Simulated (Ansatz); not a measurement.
Input file:

```
crystal:
  lattice:
    - [2.8639728619, 0.0, 0.0]
    - [0.0, 4.5347341912, 0.0]
    - [0.0, 0.0, 28.2281240222]
  atoms:
    - { symbol: Ti, position: [0.0, 0.75, 0.2656924702] }
    - { symbol: Ti, position: [0.5, 0.25, 0.2949809114] }
    - { symbol: Ti, position: [0.5, 0.75, 0.3535577939] }
    - { symbol: Ti, position: [0.0, 0.25, 0.3828462351] }
    - { symbol: Ti, position: [0.0, 0.75, 0.4414231175] }
    - { symbol: Ti, position: [0.5, 0.25, 0.4707115588] }
    - { symbol: Ti, position: [0.5, 0.75, 0.5292884412] }
    - { symbol: Ti, position: [0.0, 0.25, 0.5585768825] }
    - { symbol: Ti, position: [0.0, 0.75, 0.6171537649] }
    - { symbol: Ti, position: [0.5, 0.25, 0.6464422061] }
    - { symbol: Ti, position: [0.5, 0.75, 0.7050190886] }
    - { symbol: Ti, position: [0.0, 0.25, 0.7343075298] }
basis:
  ecutwfc: 420
kpoints:
  mp_grid: { grid: [12, 8, 1] }
hamiltonian:
  xc: lda
scf:
  occupations: { method: gaussian, width: 0.1 }
output:
  forces: true
  eigenvalues: true
  write_density: true
  write_potential: true
  elf: true
  volumetric_format: npy
relax:
  adjacent_minimum: "off"
  f_tol: 0.02
  max_steps: 60
efield:
  axis: 3
  dipole_correction: true
```

Launched as:

```sh
ansatz run input.yaml --threads 1 --pin off --max-ram 2560MiB --backend cpu --events-out ev --progress --plain --runs-dir out
```

The fields are those of the relaxed geometry.

Computed without spin polarisation.

Level of theory: Ansatz, DFT LDA, scalar-relativistic, plane waves, PAW.

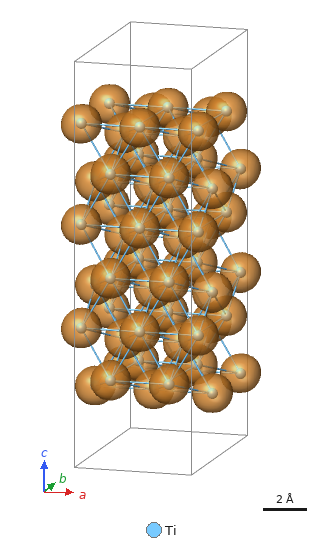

Ti (slab). Isosurface of the valence electron density at 0.5 e/Å³ (orange), seen slightly off an axis. Sticks mark near contacts.

Core electrons are frozen (PAW), and the valence fields are smoothed inside the atomic spheres.

Question: What does this surface tell about the bonding?

Answer: At this value the density breaks into separate islands; it holds about 75 % of the electrons treated as valence (semicore included). It bridges none of the near contacts. It is pinched off along the shortest Ti–Ti (2.74 Å), Ti–Ti (2.79 Å) and Ti–Ti (2.85 Å) contacts. On the grid the lowest density along these lines, outside the cores, is 0.23 e/Å³ (Ti–Ti, 2.74 Å), 0.21 e/Å³ (Ti–Ti, 2.79 Å) and 0.21 e/Å³ (Ti–Ti, 2.85 Å).
